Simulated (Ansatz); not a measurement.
## Electronic structure of ScAlN$_{2}$ in real space

Input file:

```
crystal:
  lattice:
    - [-2.1748475949, 2.1748475949, 4.1732326356]
    - [2.1748475949, -2.1748475949, 4.1732326356]
    - [2.1748475949, 2.1748475949, -4.1732326356]
  atoms:
    - { symbol: Sc, position: [0.75, 0.25, 0.5] }
    - { symbol: Sc, position: [0.0, 0.0, 0.0] }
    - { symbol: Al, position: [0.25, 0.75, 0.5] }
    - { symbol: Al, position: [0.5, 0.5, 0.0] }
    - { symbol: "N", position: [0.4885064509, 0.9885064509, 0.5] }
    - { symbol: "N", position: [0.2614935491, 0.2614935491, 0.0] }
    - { symbol: "N", position: [0.0114935491, 0.5114935491, 0.5] }
    - { symbol: "N", position: [0.7385064509, 0.7385064509, 0.0] }
basis:
  ecutwfc: 420
kpoints:
  mp_grid: { grid: [8, 8, 8] }
hamiltonian:
  xc: pbesol
scf:
  occupations: { method: gaussian, width: 0.05 }
output:
  forces: true
  stress: true
  eigenvalues: true
  write_density: true
  write_potential: true
  elf: true
  volumetric_format: npy
```

Run with:

```sh
ansatz run input.yaml --threads 2 --pin off --max-ram 5120MiB --backend cpu --events-out ev --progress --plain --runs-dir out
```

Below, planes, directions and counts refer to the conventional cell (a = 4.35 Å, b = 4.35 Å, c = 8.35 Å, α = 90.00°, β = 90.00°, γ = 90.00°).

Space group I4₁/amd; a structure from a database of computed crystals, not necessarily the ambient phase.

Level of theory: DFT PBEsol, scalar-relativistic, plane waves, PAW (Ansatz).

Core electrons are frozen (PAW), and the valence fields are smoothed inside the atomic spheres.

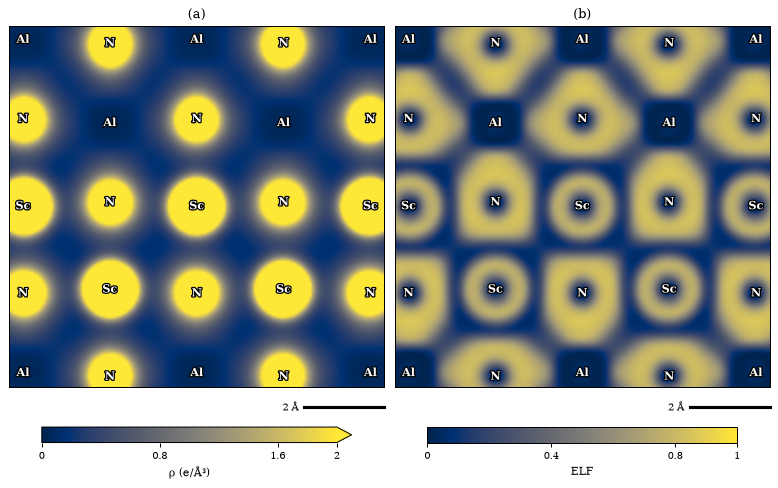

Figure 1. (a) valence electron density; (b) electron localisation function on the (100) plane of the conventional cell.

Question: What does the map show?

Answer: Atoms in the plane: Sc, Al and N.
Al–N (1.99 Å): the density is about 0.57 e/Å³ at the midpoint; the ELF peaks at about 0.85 in the valence shell of N, 0.7 Å from its nucleus, and is about 0.85 at the midpoint.
Sc–N (2.18 Å): the density is about 0.48 e/Å³ at the midpoint; the ELF peaks at about 0.85 in the valence shell of N, 0.7 Å from its nucleus, and is about 0.20 at the midpoint: no shared electron pair shows on this line.
Al–N (2.18 Å): the density is about 0.4 e/Å³ at the midpoint; the ELF peaks at about 0.80 in the valence shell of N, 0.7 Å from its nucleus, and is about 0.70 at the midpoint.
Between the atoms the lowest density in this plane is 0.15 e/Å³.
The features right at Sc lie inside the PAW spheres, where the map follows smoothed inner orbitals and isn't to be read closely.

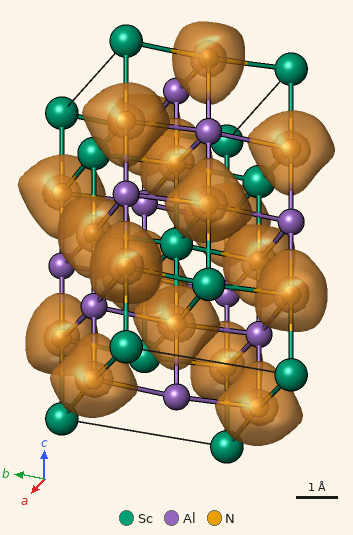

Figure 2. Isosurface of the electron localisation function at 0.7 (orange), seen at an oblique angle. Core shells and regions of very low density are left out. Sticks mark near contacts.

Question: Identify the bonds, lone pairs and shells in this picture.

Answer: The surface consists of eight regions on N in which the atom's valence shell and bonds are merged, counted in one cell of 16 atoms. Regions shared between cells count once.

Question: Does the calculation make it a metal, or give it a gap?

Answer: It is gapped, with a Kohn–Sham gap of 0.86 eV on the k-point mesh, an upper bound to the gap of this method.
